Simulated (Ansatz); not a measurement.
**Two runs on MoS$_{2}$**

System: MoS$_{2}$ (P-6m2, 3 atoms in the cell).
Method of run A: DFT, r2SCAN, plane waves, PAW, no spin polarisation (Ansatz 0.2.0).

The structure derives from a Materials Project entry. The geometry comes from this level: r2scan-rvv10. Text and figures count atoms from 1; the logs count them from 0 in places.

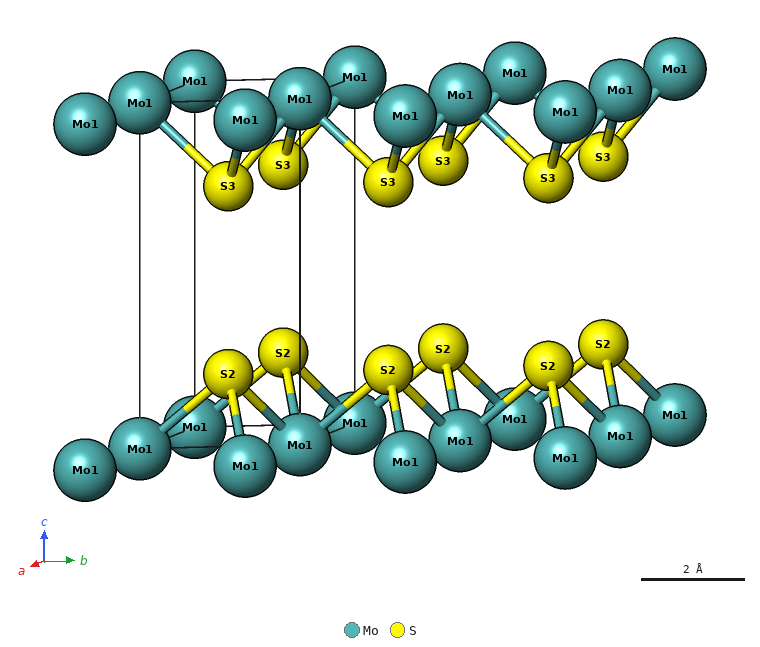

Fig. 1: The structure as given in the input (ball-and-stick view of the cell of the calculation, repeated 2 × 3 × 1, seen slightly off an axis; atoms are numbered from 1 in the order of the input). Near neighbours in the crystal (not all of them lie inside the picture): Mo has 6 S at 2.40 Å; S has 3 Mo at 2.40 Å.

**Input, run A**
```yaml
crystal:
  lattice:
    - [3.170960109, 0.0, 0.0]
    - [-1.5854800545, 2.7461320088, 0.0]
    - [0.0, 0.0, 6.8100356761]
  atoms:
    - { symbol: Mo, position: [0.0, 0.0, 0.0] }
    - { symbol: S, position: [0.3333333333, 0.6666666667, 0.2285274094] }
    - { symbol: S, position: [0.3333333333, 0.6666666667, 0.7714725906] }
kpoints:
  mp_grid: { grid: [12, 12, 4] }
  band_path:
    path:
      - [0.0, 0.0, 0.0]
      - [0.5, 0.0, 0.0]
      - [0.3333333333, 0.3333333333, 0.0]
      - [0.0, 0.0, 0.5]
      - [0.5, 0.0, 0.5]
      - [0.3333333333, 0.3333333333, 0.5]
    npoints: 1
hamiltonian:
  xc: r2scan
scf:
  occupations: { method: fixed }
  n_extra_bands: 4
output:
  forces: true
  stress: true
  eigenvalues: true
```

Command:
```bash
ansatz run input.yaml --threads 2 --pin off --max-ram 2764MiB --backend cpu --events-out ev --progress --plain --runs-dir out
```

Hardware: 2 threads of Arm Neoverse V1, 24 GiB of memory available, shared host.

**Output, shortened to warnings, some set-up lines, iterations and results (run A)**
```
Basis set: ecut = 500 eV, 1507 PW (Γ), exchange–correlation on 96×96×200 points (64 copies of the dense FFT grid, shifted against one another)
Symmetry: 12 space group operations
k-points: 57 of 576 (time reversal used)
Initial density: superposition of atomic densities (neutral atoms: chi_scale 0, normalization atom), corrected by the library's trained network
[...]
SCF iter   1: F=—  HF=-6782.075227 eV  |F-HF|=—  |Δ(HF+E_count)|=         —  Δρ=9.16e-3  dr2=4.87e-2  dr2_τ=5.08e-2  ethr=1.77e-3  ⟨swp⟩=5.1  Hψ=4569  notcnv=0  defer=79
SCF iter   2: F=—  HF=-6782.142951 eV  |F-HF|=—  |Δ(HF+E_count)|=   6.77e-2  Δρ=9.96e-3  dr2=1.62e-1  dr2_τ=1.09e-2  ethr=1.87e-4  ⟨swp⟩=2.9  Hψ=2258  notcnv=0  defer=111  …
SCF iter   3: F=—  HF=-6782.119910 eV  |F-HF|=—  |Δ(HF+E_count)|=   2.30e-2  Δρ=5.64e-3  dr2=1.24e-2  dr2_τ=4.80e-4  ethr=1.87e-4  ⟨swp⟩=2.5  Hψ=1530  notcnv=0  defer=111
SCF iter   4: F=—  HF=-6782.122333 eV  |F-HF|=—  |Δ(HF+E_count)|=   2.42e-3  Δρ=2.09e-3  dr2=7.06e-4  dr2_τ=8.08e-5  ethr=4.77e-5  ⟨swp⟩=2.7  Hψ=1646  notcnv=0  defer=114
SCF iter   5: F=—  HF=-6782.123336 eV  |F-HF|=—  |Δ(HF+E_count)|=   1.00e-3  Δρ=2.99e-4  dr2=1.42e-5  dr2_τ=3.11e-6  ethr=2.72e-6  ⟨swp⟩=2.2  Hψ=1788  notcnv=0  defer=114
SCF iter   6: F=—  HF=-6782.123363 eV  |F-HF|=—  |Δ(HF+E_count)|=   2.77e-5  Δρ=9.63e-5  dr2=2.28e-6  dr2_τ=1.88e-7  ethr=5.46e-8  ⟨swp⟩=2.7  Hψ=1735  notcnv=0  defer=73
SCF iter   7: F=—  HF=-6782.123367 eV  |F-HF|=—  |Δ(HF+E_count)|=   3.21e-6  Δρ=1.74e-5  dr2=1.37e-7  dr2_τ=2.20e-8  ethr=8.76e-9  ⟨swp⟩=2.0  Hψ=1656  notcnv=0  defer=93
SCF iter   8: F=-6782.123367 eV  HF=-6782.123367 eV  |F-HF|=1.15e-8  |Δ(HF+E_count)|=   7.82e-8  Δρ=5.34e-6  dr2=1.26e-8  dr2_τ=1.37e-9  ethr=3.85e-10  ⟨swp⟩=8.4  Hψ=5188  …
SCF 1 converged in 8 iterations: F = -6782.123367 eV  dr2 = 1.26e-8
NSCF: frozen V_eff on 6 k-points
SCF converged after 8 iterations
Free energy (F): -6782.123367 eV
Harris-Foulkes:  -6782.123367 eV  (|F-HF|=1.15e-8)
Internal energy: -6782.123367 eV  (E = F + TS)
E sigma→0 (E₀):  -6782.123367 eV
Fermi energy:    8.967834 eV
--- Per-component energies (eV) ---
  E_band       = -216.068896
  E_kinetic    = 654.759923
  E_local      = -2447.415803  (includes V_loc(G=0)·N_el)
  E_nonlocal   = 198.453040
  E_hartree    = 976.226177
  E_xc         = -362.557521
  E_vxc        = -446.010110  (∫ρ·V_xc dr)
  E_paw        = -4435.837208  (= ΣΔE_a)
  E_vpaw       = -154.146050  (= ΣTr[D̂ρ^β])
  E_aug_tail   = 0.000009  (compensation charges beyond the density's cutoff)
  E_vtau       = 25.836744  (kinetic-family band-sum trace: ∫τ·v_τ [+ j·A + Jᵃ·Aᵃ] dr)
  E_ewald      = -1365.311245
  E_core_change = -0.440737  (= ΣΔE_core)
  E_smearing   = -0.000000  (= −TS)
  E_closure    = -0.000000  (closes the sum)
  Σ components = -6782.123367   (vs F -6782.123367, Δ=0.00e0)
--- Forces (eV/Å), atoms counted from 1 ---
  atom   1  Mo     0.00000000     0.00000000    -0.00000000
  atom   2  S      0.00000000     0.00000000    -0.04217232
  atom   3  S     -0.00000000     0.00000000     0.04217232
  max |Σ_I F_I| component: 2.31e-17 eV/Å
--- Stress (GPa, compression-positive) ---
        1.075047      -0.000000      -0.000000
        0.000000       1.075047      -0.000000
       -0.000000      -0.000000       0.842356
  P = ⅓ Tr σ = 0.9975 GPa (9.975 kbar)
```

The input of run B differs as follows (lines with − go, lines with + come):
```diff
-  xc: r2scan
+  xc: pbe
```

How does run B compare with run A?

The total energies belong to different methods, so their difference says nothing on which is more stable or more accurate. The gap on the mesh goes from 1.34 to 1.27 eV. The pressure goes from 1.00 to 2.11 GPa. The largest force goes from 0.042 to 0.137 eV/Å. The functional changes from r2SCAN to PBE. The SCF takes 7 iterations against 8. The default cutoff goes from 500 to 420 eV with the change. The plane waves at Γ go from 1507 to 1175. On the same kind of shared host run B took about 0.41 times as long.

**Output, shortened to warnings, some set-up lines, iterations and results (run B)**
```
Basis set: ecut = 420 eV, 1175 PW (Γ), exchange–correlation on 48×48×96 points (8 copies of the dense FFT grid, shifted against one another)
Symmetry: 12 space group operations
k-points: 57 of 576 (time reversal used)
Initial density: superposition of atomic densities (neutral atoms: chi_scale 0, normalization atom), corrected by the library's trained network
[...]
SCF iter   1: F=—  HF=-6762.783848 eV  |F-HF|=—  |Δ(HF+E_count)|=         —  Δρ=5.21e-3  dr2=6.92e-3  ethr=1.77e-3  ⟨swp⟩=5.0  Hψ=4552  notcnv=0  defer=91
SCF iter   2: F=—  HF=-6762.791263 eV  |F-HF|=—  |Δ(HF+E_count)|=   7.42e-3  Δρ=4.06e-3  dr2=1.83e-2  ethr=2.66e-5  ⟨swp⟩=2.4  Hψ=2068  notcnv=0  defer=114
SCF iter   3: F=—  HF=-6762.790465 eV  |F-HF|=—  |Δ(HF+E_count)|=   7.98e-4  Δρ=2.61e-3  dr2=5.37e-3  ethr=2.66e-5  ⟨swp⟩=2.5  Hψ=1525  notcnv=0  defer=114
SCF iter   4: F=—  HF=-6762.791223 eV  |F-HF|=—  |Δ(HF+E_count)|=   7.57e-4  Δρ=8.92e-4  dr2=5.03e-4  ethr=2.06e-5  ⟨swp⟩=2.0  Hψ=1100  notcnv=0  defer=114
SCF iter   5: F=—  HF=-6762.791397 eV  |F-HF|=—  |Δ(HF+E_count)|=   1.74e-4  Δρ=1.75e-4  dr2=1.53e-5  ethr=1.93e-6  ⟨swp⟩=2.2  Hψ=1307  notcnv=0  defer=99
SCF iter   6: F=—  HF=-6762.791492 eV  |F-HF|=—  |Δ(HF+E_count)|=   9.57e-5  Δρ=2.05e-5  dr2=2.63e-7  ethr=5.87e-8  ⟨swp⟩=2.0  Hψ=1379  notcnv=0  defer=7
SCF iter   7: F=-6762.791493 eV  HF=-6762.791493 eV  |F-HF|=1.17e-8  |Δ(HF+E_count)|=   2.01e-7  Δρ=3.54e-6  dr2=2.98e-9  ethr=3.85e-10  ⟨swp⟩=7.8  Hψ=5175  notcnv=0
SCF 1 converged in 7 iterations: F = -6762.791493 eV  dr2 = 2.98e-9
NSCF: frozen V_eff on 6 k-points
SCF converged after 7 iterations
Free energy (F): -6762.791493 eV
Harris-Foulkes:  -6762.791493 eV  (|F-HF|=1.17e-8)
Internal energy: -6762.791493 eV  (E = F + TS)
E sigma→0 (E₀):  -6762.791493 eV
Fermi energy:    9.098094 eV
--- Per-component energies (eV) ---
  E_band       = -196.389349
  E_kinetic    = 656.210651
  E_local      = -2452.163879  (includes V_loc(G=0)·N_el)
  E_nonlocal   = 199.181708
  E_hartree    = 979.394233
  E_xc         = -378.551958
  E_vxc        = -405.042338  (∫ρ·V_xc dr)
  E_paw        = -4401.551044  (= ΣΔE_a)
  E_vpaw       = -153.363881  (= ΣTr[D̂ρ^β])
  E_aug_tail   = 0.000042  (compensation charges beyond the density's cutoff)
  E_ewald      = -1365.311245
  E_smearing   = -0.000000  (= −TS)
  E_closure    = 0.000000  (closes the sum)
  Σ components = -6762.791493   (vs F -6762.791493, Δ=0.00e0)
--- Forces (eV/Å), atoms counted from 1 ---
  atom   1  Mo    -0.00000000     0.00000000    -0.00000000
  atom   2  S      0.00000000    -0.00000000     0.13669309
  atom   3  S      0.00000000    -0.00000000    -0.13669309
  max |Σ_I F_I| component: 3.24e-17 eV/Å
--- Stress (GPa, compression-positive) ---
        1.768732       0.000000      -0.000000
        0.000000       1.768732      -0.000000
       -0.000000      -0.000000       2.805769
  P = ⅓ Tr σ = 2.1144 GPa (21.144 kbar)
```

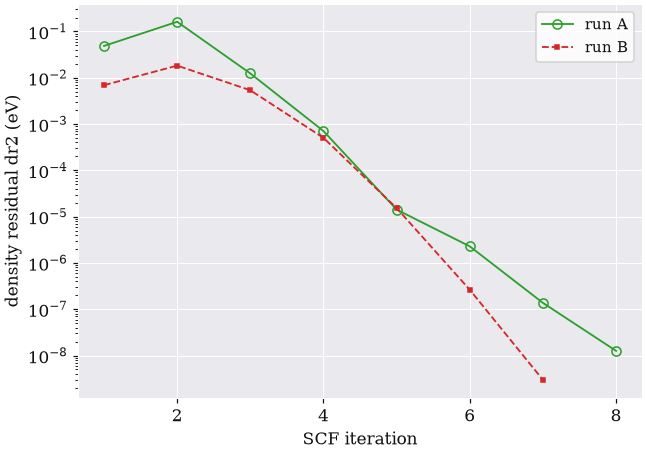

Fig. 2: Convergence of the two runs: density residual dr2 against the SCF iteration. Run A takes 8 iterations in all, and run B takes 7.

**The two runs side by side**

| quantity | run A | run B |
| --- | --- | --- |
| outcome | converged | converged |
| free energy per atom (eV) | −2260.7078 | −2254.2638 |
| gap on the mesh (eV) | 1.34 | 1.27 |
| pressure (GPa) | 1.00 | 2.11 |
| largest force (eV/Å) | 0.042 | 0.137 |
| SCF iterations | 8 | 7 |
| irreducible k-points | 57 | 57 |
| plane waves at Γ | 1507 | 1175 |
| wall time (shared host) | 9.8 s | 4 s |
